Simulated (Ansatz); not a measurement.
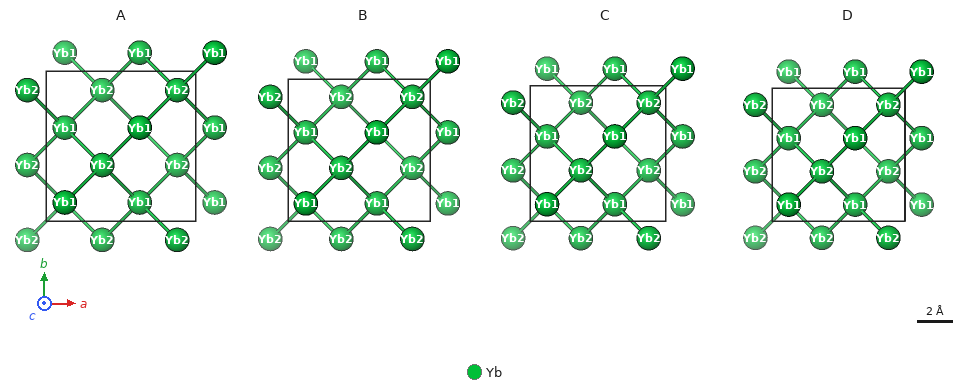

4 geometries from one relaxation of a crystal of Yb (a generated structure, set up in Fd-3m), in shuffled order. The picture is a ball-and-stick view of the conventional cell (4 times the calculation's cell), seen along the c axis. Lengths and directions refer to the drawn axes.

Phase: diamond.

Theory: DFT, r2SCAN, plane waves (500 eV) with PAW, scalar-relativistic in Ansatz 0.2.0. Set-up: plane-wave cutoff 500 eV; k-point mesh 7 × 7 × 7; occupations fermi dirac; smearing width 0.1 eV; no spin polarisation; cell and atoms relaxed; force threshold 0.01 eV/Å; at most 60 steps.

> Put them in the order of the run, from the start to the converged end.

D, C, B, A. They are steps 0, 1, 2, 7, at +109 meV per atom, +80.7 meV per atom, +27.2 meV per atom relative to the last. No atom moves by more than 0.005 Å relative to the cell. The drawn cell changes as follows: a = b = c 7.639 → 8.609 Å (+12.7 %); the volume changes by +43.1 %. Near-neighbour distances that change, for instance: Yb1–Yb2 3.308 → 3.728 Å. The space group stays Fd-3m (No. 227). The energy falls by 109 meV per atom in 5 accepted moves (7 points after the start). All forces vanish by symmetry, so only the cell relaxes. The pressure goes from 1.43 to 0.00 GPa. The SCF was repeated twice at an unchanged geometry on a basis and grid sized afresh for the cell, which shifted the energy by 6.1 meV per atom at most. Cost: 2.7 min on 1 thread of Intel(R) Xeon(R) Platinum 8259CL CPU @ 2.50GHz (Skylake/Cascade Lake), with other jobs on the host, peak memory 1 GiB.

Limits of the set-up: 4f states are treated without a Hubbard U.
